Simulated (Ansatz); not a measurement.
**Single-point calculation, with input and output: Ge₄₈N (charge −1) (part 2 of 2)**

Continued. System: Ge₄₈N (defect cell, 49 atoms in the cell, total charge −1). Method: DFT PBE, scalar-relativistic, plane waves, PAW, spin-polarised (Ansatz 0.2.0); cutoff 420 eV, 2×2×2 k-mesh, Gaussian smearing of 0.05 eV, collinear spins. The structure derives from a Materials Project entry.

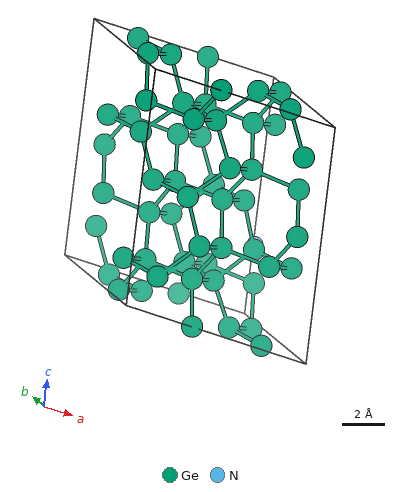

Figure 1. The structure (ball-and-stick view of the cell of the calculation, seen slightly off an axis). An atom can appear more than once, as a periodic image.

What the program printed, continued:
```
--- Per-component energies (eV) ---
  E_band       = -7176.066951
  E_kinetic    = 5498.629759
  E_local      = -119156.350931  (includes V_loc(G=0)·N_el)
  E_nonlocal   = 20140.780236
  E_hartree    = 52286.307310
  E_xc         = -3700.398074
  E_vxc        = -3194.577906  (∫ρ·V_xc dr)
  E_paw        = -97079.851187  (= ΣΔE_a)
  E_vpaw       = -15037.169428  (= ΣTr[D̂ρ^β])
  E_aug_tail   = 0.016901  (compensation charges beyond the density's cutoff)
  E_ewald      = -64519.696087
  E_smearing   = -0.009252  (= −TS)
  E_closure    = 0.000000  (closes the sum)
  E_deformation_potential = -14.133372  (in the stress; not in F)
  Σ components = -206530.571325   (vs F -206530.571325, Δ=0.00e0)
--- Forces (eV/Å), atoms counted from 1 ---
  atom   1  Ge     0.03661712    -0.02241137    -0.01838962
  atom   2  Ge     0.02638390     0.02233095     0.03499785
  atom   3  Ge    -0.00196257     0.01000049     0.01697189
  atom   4  Ge    -0.03164486     0.02775685     0.00717327
  atom   5  Ge     0.01561171    -0.00751055    -0.02451598
  atom   6  Ge     0.24510283    -0.13615146     0.37313795
  atom   7  Ge    -0.03949032     0.01645899     0.00828379
  atom   8  Ge    -0.01006700    -0.00111723     0.02490239
  atom   9  Ge     0.03848976    -0.01893076    -0.01209168
  atom  10  Ge    -0.00705683    -0.03167403     0.03823105
  atom  11  Ge     0.00031555     0.00576251    -0.01683783
  atom  12  Ge    -0.00634804    -0.00426014    -0.01605064
  atom  13  Ge     0.00115434     0.00874718    -0.01301321
  atom  14  Ge     0.00384762     0.00481144    -0.01898703
  atom  15  Ge    -0.02014782    -0.09685891    -0.00822581
  atom  16  Ge    -0.04925331     0.14790786     0.05256860
  atom  17  Ge    -0.01034782     0.00506737     0.00828031
  atom  18  Ge     0.02342679    -0.01618936     0.03432409
  atom  19  Ge    -0.15709366    -0.03857680     0.04971942
  atom  20  Ge     0.07519177     0.06321919    -0.00500557
  atom  21  Ge    -0.00539820    -0.00392121    -0.00988204
  atom  22  Ge     0.00096443    -0.00731884    -0.01634922
  atom  23  Ge    -0.01247724     0.01237724    -0.02255148
  atom  24  Ge    -0.01704638     0.00426592    -0.02004900
  atom  25  Ge     0.02571026     0.02158465    -0.03510131
  atom  26  Ge     0.03381844    -0.02344545     0.01691832
  atom  27  Ge    -0.03268488     0.02721100    -0.00733878
  atom  28  Ge    -0.00161617     0.01015375    -0.01662151
  atom  29  Ge     0.23773486    -0.13334011    -0.37011880
  atom  30  Ge     0.01483021    -0.00697957     0.02518602
  atom  31  Ge    -0.01024509    -0.00120132    -0.02506226
  atom  32  Ge    -0.03959768     0.01696777    -0.00888086
  atom  33  Ge    -0.00765742    -0.03338199    -0.03869342
  atom  34  Ge     0.03876511    -0.01829514     0.01183988
  atom  35  Ge    -0.00653482    -0.00422264     0.01557470
  atom  36  Ge     0.00054424     0.00563561     0.01620388
  atom  37  Ge     0.00088308     0.00894836     0.01348603
  atom  38  Ge     0.00382456     0.00514791     0.02010197
  atom  39  Ge    -0.01975972    -0.09595532     0.00826439
  atom  40  Ge    -0.05229929     0.14675463    -0.05254442
  atom  41  Ge    -0.01276671     0.00682113    -0.00829985
  atom  42  Ge     0.02173060    -0.01522094    -0.03182289
  atom  43  Ge    -0.15557774    -0.03666945    -0.05095550
  atom  44  Ge     0.07487521     0.06326147     0.00578444
  atom  45  Ge    -0.00558335    -0.00397252     0.00988463
  atom  46  Ge     0.00106934    -0.00799749     0.01754528
  atom  47  Ge    -0.01319807     0.01157641     0.02293508
  atom  48  Ge    -0.01662651     0.00558906     0.02078450
  atom  49  N     -0.17837647     0.10722475    -0.00571213
  max |Σ_I F_I| component: 3.38e-5 eV/Å
--- Band table (eV; the first three rows and the last of 16) ---
  k-point 0 ↑: bands = ["-16.3918", "-16.3917", "-16.3902", "-16.3809", "-16.3761", "-16.3724", "-16.3722", "-16.3712", "-16.3710", "-16.3686", ... 199 levels left out ..., "-15.9683", "-15.9664", "-15.9630", "-15.9580", "-15.9557", "-15.9544", "-15.9542", "-15.9501", "-15.9433", "-15.9427", "-15.9416", "-15.9367", "-15.9351", "-15.9229", "-15.9178", "-15.9067", "-15.9052", "-15.9006", "-15.8982", "-15.8899", "-15.8895", "-15.8683", "-15.8216", "-15.7855", "-15.7674", "-15.7621", "-15.7614", "-15.7598", "-15.7517",
      "-15.7515", "-15.7415", "-6.0198", "-4.1800", "-3.3939", "-3.2730", "-2.7759", "-2.6957", "-2.6954", "-2.6846", "-2.6753", "-2.6607", "-2.6435", "-2.4011", "-2.2148", "-2.0393", "-1.6988", "-1.6580", "-1.6456", "-1.5265", "-1.3659", "-1.3603", "-1.3598", "-1.3455", "-1.2718", "-0.7398", "-0.3995", "-0.1925", "0.3379", "0.6021", "0.6415", "0.6651", "0.7254", "0.7791", "0.8651", "0.9487", "0.9619", "1.0034", "1.7110", "1.7904",
      "2.1516", "2.3893", "2.3920", "2.4107", "2.4120", "2.4164", "2.4644", "2.9486", "3.5316", "3.5565", "3.7526", "4.0398", "4.0803", "4.1088", "4.2809", "4.7539", "4.9814", "5.0119", "5.0607", "5.0958", "5.2616", "5.3015", "5.3366", "5.3883", "5.4200", "5.6009", "5.6961", "5.7647", "5.7683", "5.7991", "5.8128", "5.8160", "5.8647", "5.8653", "5.8743", "5.9018", "5.9258", "5.9316", "5.9449", "5.9590",
      "5.9761", "5.9815", "6.0338", "6.0423", "6.0646", "6.1267", "6.1270", "6.1552", "6.7952", "6.8349", "6.9096", "7.0288", "7.0369", "7.0389", "7.1032", "7.2277", "7.4271", "8.2386", "8.4208", "8.4684", "8.6071", "8.6580", "8.6635", "9.0321", "9.0936", "9.2527", "9.2675", "9.2744", "10.1201", "10.1393", "10.2081", "10.5002", "10.6527", "10.6588", "10.6877", "10.6898", "10.7398", "10.7475", "10.7632", "10.7668",
      "10.7944", "10.8054", "10.8072", "10.8110", "10.9524", "11.0241", "11.2599", "11.2858", "11.3488", "11.4747", "11.4773", "11.4986", "11.5932", "11.6888", "11.7275", "11.7738", "11.7933", "11.8164", "11.8418", "11.9125", "11.9412", "12.1059", "12.5005", "12.6765", "12.8599", "12.9387", "12.9591", "12.9909", "13.0006", "13.0305", "13.0339", "13.0502", "13.0614", "13.1119", "13.1348", "13.1587", "13.1825", "13.2075", "13.2121", "13.2601",
      "13.3911", "13.4012", "13.4160", "13.5434", "13.6756", "13.7035", "13.9150", "14.0139", "14.0707", "14.1524", "14.2185"]
  k-point 1 ↑: bands = ["-16.3916", "-16.3915", "-16.3899", "-16.3809", "-16.3760", "-16.3724", "-16.3723", "-16.3714", "-16.3713", "-16.3684", ... 199 levels left out ..., "-15.9672", "-15.9659", "-15.9631", "-15.9582", "-15.9558", "-15.9549", "-15.9539", "-15.9496", "-15.9438", "-15.9434", "-15.9416", "-15.9365", "-15.9350", "-15.9224", "-15.9181", "-15.9076", "-15.9044", "-15.9006", "-15.8983", "-15.8899", "-15.8895", "-15.8683", "-15.8216", "-15.7855", "-15.7674", "-15.7621", "-15.7614", "-15.7598", "-15.7517",
      "-15.7515", "-15.7415", "-6.0194", "-4.0643", "-3.8519", "-2.9442", "-2.8874", "-2.8801", "-2.7318", "-2.4098", "-2.3672", "-2.2298", "-2.1289", "-2.1212", "-2.1060", "-2.1039", "-2.0987", "-2.0827", "-2.0431", "-2.0350", "-1.9950", "-1.9501", "-1.1129", "-0.7963", "-0.6509", "-0.3602", "-0.3386", "-0.1930", "0.0574", "0.0576", "0.1515", "0.8753", "1.0248", "1.2009", "1.3666", "1.3737", "1.3881", "1.4026", "1.4078", "1.4617",
      "1.6288", "1.6751", "2.1153", "2.1707", "2.2960", "2.6466", "2.7268", "2.7559", "3.0191", "3.8699", "3.9772", "4.0716", "4.1041", "4.2649", "4.5047", "4.5172", "4.6571", "4.8597", "5.2828", "5.3543", "5.4674", "5.5137", "5.6019", "5.6084", "5.6168", "5.6206", "5.6411", "5.6480", "5.6636", "5.6641", "5.6896", "5.7107", "5.7826", "5.8314", "5.8904", "5.9095", "5.9228", "5.9821", "5.9918", "6.0468",
      "6.0827", "6.1000", "6.1166", "6.1431", "6.1498", "6.2031", "6.2658", "6.3404", "6.4858", "6.5082", "6.5856", "6.7213", "6.7219", "6.7274", "7.2966", "7.3822", "7.7905", "7.8923", "8.1540", "8.2100", "8.5435", "9.5385", "9.6092", "9.6273", "9.6417", "9.6675", "9.6930", "9.7633", "9.7740", "9.8017", "9.8136", "9.8819", "9.8993", "9.9811", "10.0417", "10.0645", "10.3507", "10.4607", "10.4942", "10.6900",
      "10.7299", "10.8099", "10.8408", "11.0308", "11.0806", "11.1885", "11.2313", "11.2410", "11.2542", "11.2886", "11.3223", "11.4714", "11.5996", "11.6794", "11.7820", "11.8547", "11.9276", "11.9607", "11.9834", "11.9965", "12.0623", "12.0754", "12.1525", "12.2402", "12.4698", "12.5260", "12.5576", "12.6144", "12.8823", "12.9919", "13.0059", "13.0706", "13.4665", "13.4875", "13.5698", "13.6501", "13.6810", "13.7005", "13.8201", "13.8369",
      "13.8968", "13.9375", "13.9770", "13.9808", "14.0545", "14.0633", "14.0685", "14.1148", "14.1188", "14.1257", "14.1894"]
  k-point 2 ↑: bands = ["-16.3887", "-16.3885", "-16.3859", "-16.3857", "-16.3807", "-16.3803", "-16.3736", "-16.3732", "-16.3672", "-16.3669", ... 199 levels left out ..., "-15.9673", "-15.9644", "-15.9613", "-15.9602", "-15.9570", "-15.9558", "-15.9539", "-15.9502", "-15.9474", "-15.9417", "-15.9388", "-15.9385", "-15.9371", "-15.9176", "-15.9144", "-15.9098", "-15.9070", "-15.8978", "-15.8939", "-15.8937", "-15.8932", "-15.8669", "-15.8218", "-15.7855", "-15.7674", "-15.7621", "-15.7614", "-15.7598", "-15.7518",
      "-15.7514", "-15.7416", "-6.0162", "-3.8744", "-3.7500", "-3.4191", "-3.2705", "-2.6514", "-2.6386", "-2.6052", "-2.5616", "-2.5309", "-2.4149", "-2.2320", "-2.1284", "-2.1193", "-1.9785", "-1.9117", "-1.6423", "-1.4182", "-1.3347", "-1.3133", "-1.1834", "-1.0619", "-1.0040", "-0.9566", "-0.1817", "0.0307", "0.2560", "0.3067", "0.3680", "0.5155", "0.5831", "0.6216", "0.8550", "1.0952", "1.3038", "1.4601", "1.5982", "1.6815",
      "1.7974", "1.8092", "2.1030", "2.1655", "2.2436", "2.2520", "2.7670", "3.6523", "3.9172", "4.1605", "4.2134", "4.2348", "4.2853", "4.2907", "4.4050", "4.4248", "4.5096", "4.5274", "4.7070", "4.7341", "5.0236", "5.0650", "5.2332", "5.2546", "5.3117", "5.3902", "5.3910", "5.4279", "5.4460", "5.4867", "5.5128", "5.5656", "5.5898", "5.6160", "5.7716", "6.0063", "6.1699", "6.2340", "6.2590", "6.3032",
      "6.4143", "6.4273", "6.4524", "6.4933", "6.5385", "6.5931", "6.6184", "6.6516", "6.6815", "6.7131", "6.8216", "7.0505", "7.0771", "7.2083", "7.3584", "7.3888", "7.5432", "7.5759", "7.7872", "7.8398", "8.5418", "9.1284", "9.2926", "9.3324", "9.4165", "9.5023", "9.6069", "9.9182", "9.9792", "10.0537", "10.0940", "10.1200", "10.1297", "10.1938", "10.2296", "10.2582", "10.3198", "10.4069", "10.5698", "10.6221",
      "10.7077", "10.8319", "10.9517", "11.1992", "11.2581", "11.2914", "11.3037", "11.3498", "11.4193", "11.4402", "11.4662", "11.5442", "11.5750", "11.6095", "11.7933", "11.8896", "11.9482", "11.9717", "12.0156", "12.0501", "12.0718", "12.1091", "12.2154", "12.3053", "12.4086", "12.4464", "12.5021", "12.5318", "12.5716", "12.6077", "12.6688", "12.7744", "12.8078", "12.8742", "12.9171", "12.9632", "13.0791", "13.1011", "13.2455", "13.3013",
      "13.4480", "13.5611", "13.6163", "13.6941", "13.7474", "13.7577", "13.8166", "13.8442", "14.0522", "14.2171", "14.2589"]
  k-point 7 ↓: bands = ["-16.3934", "-16.3899", "-16.3895", "-16.3781", "-16.3777", "-16.3773", "-16.3760", "-16.3747", "-16.3711", "-16.3687", ... 199 levels left out ..., "-15.9669", "-15.9657", "-15.9647", "-15.9603", "-15.9560", "-15.9552", "-15.9542", "-15.9501", "-15.9453", "-15.9448", "-15.9430", "-15.9349", "-15.9339", "-15.9208", "-15.9179", "-15.9074", "-15.9042", "-15.9023", "-15.8986", "-15.8896", "-15.8890", "-15.8676", "-15.8217", "-15.7855", "-15.7673", "-15.7622", "-15.7614", "-15.7596", "-15.7518",
      "-15.7515", "-15.7416", "-6.0135", "-3.5672", "-3.5177", "-3.4154", "-3.4054", "-3.3700", "-3.0664", "-2.7256", "-2.6755", "-2.6642", "-2.4633", "-2.2766", "-2.0457", "-1.7071", "-1.5203", "-1.3755", "-1.3199", "-1.2993", "-1.2667", "-1.1656", "-1.1653", "-1.1570", "-0.8742", "-0.6339", "-0.2265", "-0.1541", "-0.0633", "0.1995", "0.3709", "0.4011", "0.4125", "0.5925", "0.6046", "0.6089", "0.6141", "0.6987", "1.5742", "1.6380",
      "1.8402", "2.2385", "2.4213", "2.4281", "2.7369", "3.3924", "3.7792", "3.9056", "3.9186", "4.0019", "4.0165", "4.0616", "4.0815", "4.0915", "4.0920", "4.1633", "4.2095", "4.2115", "4.2154", "4.2547", "4.6537", "5.0887", "5.1877", "5.2067", "5.2460", "5.3074", "5.4316", "5.4554", "5.6570", "5.7362", "5.7824", "5.8346", "5.8687", "5.8706", "5.8955", "5.9277", "5.9743", "6.0175", "6.0748", "6.0988",
      "6.2874", "6.3556", "6.4663", "6.5458", "6.5990", "6.8892", "6.9600", "6.9618", "6.9862", "6.9952", "7.0053", "7.0369", "7.0785", "7.1263", "7.2721", "7.4385", "7.5058", "7.6563", "7.6954", "7.7941", "8.5661", "8.9942", "9.1005", "9.1270", "9.1739", "9.1981", "9.3527", "9.7355", "9.9477", "10.0518", "10.1591", "10.2003", "10.2177", "10.4921", "10.5597", "10.6246", "10.6966", "10.7457", "10.7568", "10.7804",
      "10.7894", "10.8870", "10.9061", "10.9752", "11.0047", "11.0995", "11.2970", "11.3065", "11.3843", "11.4220", "11.5954", "11.6524", "11.7644", "11.7748", "11.8223", "11.8577", "11.8659", "11.8693", "11.8957", "11.9169", "11.9663", "12.0957", "12.1050", "12.1507", "12.2772", "12.5542", "12.5852", "12.6417", "12.7264", "12.8678", "12.9120", "12.9328", "12.9364", "12.9663", "13.0161", "13.0696", "13.0930", "13.1418", "13.1992", "13.2366",
      "13.3085", "13.3736", "13.3771", "13.4658", "13.5516", "13.6914", "14.0068", "14.0249", "14.1029", "14.1466", "14.1867"]
--- Löwdin populations: 49 sites ---
  site symbol       q [e]    m [muB]
     0     Ge     13.9899    -0.0000
     1     Ge     14.0031    -0.0000
     2     Ge     13.9961    -0.0000
     3     Ge     13.9633     0.0000
     4     Ge     13.9968     0.0000
     5     Ge     13.6316     0.0000
     6     Ge     13.9628     0.0000
     7     Ge     13.9961    -0.0000
     8     Ge     13.9897    -0.0000
     9     Ge     14.0031    -0.0000
    10     Ge     13.9949     0.0000
    11     Ge     13.9949     0.0000
    12     Ge     13.9936    -0.0000
    13     Ge     14.0045     0.0000
    14     Ge     14.0077    -0.0000
    15     Ge     13.9939    -0.0000
    16     Ge     13.9900     0.0000
    17     Ge     14.0365     0.0000
    18     Ge     13.9935    -0.0000
    19     Ge     14.0080    -0.0000
    20     Ge     13.9936    -0.0000
    21     Ge     14.0046     0.0000
    22     Ge     13.9956    -0.0000
    23     Ge     13.9956    -0.0000
    24     Ge     14.0030    -0.0000
    25     Ge     13.9899    -0.0000
    26     Ge     13.9632     0.0000
    27     Ge     13.9961    -0.0000
    28     Ge     13.6316     0.0000
    29     Ge     13.9967     0.0000
    30     Ge     13.9961    -0.0000
    31     Ge     13.9629     0.0000
    32     Ge     14.0031    -0.0000
    33     Ge     13.9897    -0.0000
    34     Ge     13.9949     0.0000
    35     Ge     13.9949     0.0000
    36     Ge     13.9936    -0.0000
    37     Ge     14.0045     0.0000
    38     Ge     14.0078    -0.0000
    39     Ge     13.9940    -0.0000
    40     Ge     13.9901     0.0000
    41     Ge     14.0364     0.0000
    42     Ge     13.9933    -0.0000
    43     Ge     14.0078    -0.0000
    44     Ge     13.9937    -0.0000
    45     Ge     14.0047     0.0000
    46     Ge     13.9956    -0.0000
    47     Ge     13.9956    -0.0000
    48      N      5.8288    -0.0000
  spilling = 0.001611 (of n_electrons = 678.000000)
--- Bader charges: 49 sites ---
  site symbol  charge [e]  shift [e]    m [muB]
     0     Ge     -0.0125     0.0000     0.0000
     1     Ge     -0.0278     0.0000     0.0000
     2     Ge     -0.0206     0.0000     0.0000
     3     Ge      0.0256     0.0001     0.0000
     4     Ge     -0.0192     0.0000     0.0000
     5     Ge      0.5710     0.0058     0.0000
     6     Ge      0.0263     0.0001     0.0000
     7     Ge     -0.0205     0.0000     0.0000
     8     Ge     -0.0122     0.0000     0.0000
     9     Ge     -0.0277     0.0000     0.0000
    10     Ge     -0.0191     0.0000     0.0000
    11     Ge     -0.0191     0.0000     0.0000
    12     Ge     -0.0171     0.0000     0.0000
    13     Ge     -0.0262     0.0000     0.0000
    14     Ge     -0.0283     0.0000     0.0000
    15     Ge     -0.0051     0.0001     0.0000
    16     Ge     -0.0182     0.0000     0.0000
    17     Ge     -0.0350     0.0000     0.0000
    18     Ge     -0.0049     0.0001     0.0000
    19     Ge     -0.0286     0.0000     0.0000
    20     Ge     -0.0171     0.0000     0.0000
    21     Ge     -0.0263     0.0000     0.0000
    22     Ge     -0.0184     0.0000     0.0000
    23     Ge     -0.0185     0.0000     0.0000
    24     Ge     -0.0277     0.0000     0.0000
    25     Ge     -0.0124     0.0000     0.0000
    26     Ge      0.0257     0.0001     0.0000
    27     Ge     -0.0206     0.0000     0.0000
    28     Ge      0.5711     0.0059     0.0000
    29     Ge     -0.0192     0.0000     0.0000
    30     Ge     -0.0206     0.0000     0.0000
    31     Ge      0.0263     0.0001     0.0000
    32     Ge     -0.0277     0.0000     0.0000
    33     Ge     -0.0122     0.0000     0.0000
    34     Ge     -0.0191     0.0000     0.0000
    35     Ge     -0.0191     0.0000     0.0000
    36     Ge     -0.0171     0.0000     0.0000
    37     Ge     -0.0262     0.0000     0.0000
    38     Ge     -0.0285     0.0000     0.0000
    39     Ge     -0.0052     0.0001     0.0000
    40     Ge     -0.0183     0.0000     0.0000
    41     Ge     -0.0349     0.0000     0.0000
    42     Ge     -0.0046     0.0001     0.0000
    43     Ge     -0.0285     0.0000     0.0000
    44     Ge     -0.0172     0.0000     0.0000
    45     Ge     -0.0263     0.0000     0.0000
    46     Ge     -0.0184     0.0000     0.0000
    47     Ge     -0.0185     0.0000     0.0000
    48      N     -1.4016     0.0123    -0.0001
  estimated error of the sums over rays = 3.8e-4 e
```

Summary:

- outcome: converged
- electrons treated: 678
- free energy: −206530.5713 eV
- Fermi energy: 8.628 eV
- gap on the k-point mesh: 0.05 eV
- net moment of the cell: 0.00 μB
- integrated absolute moment: 0.00 μB
- largest force (length of the vector): 0.467 eV/Å
- hardware: 8 threads of Arm Neoverse V2, 24 GiB of memory available, shared host
- wall time: 4.3 min (CPU time 34 min)
- peak memory: 12 GiB

Notes:

Notes on the run: some starting moments were not kept. The cell is charged and computed with a neutralising background, so its energy and pressure depend on the cell and aren't those of a real crystal.
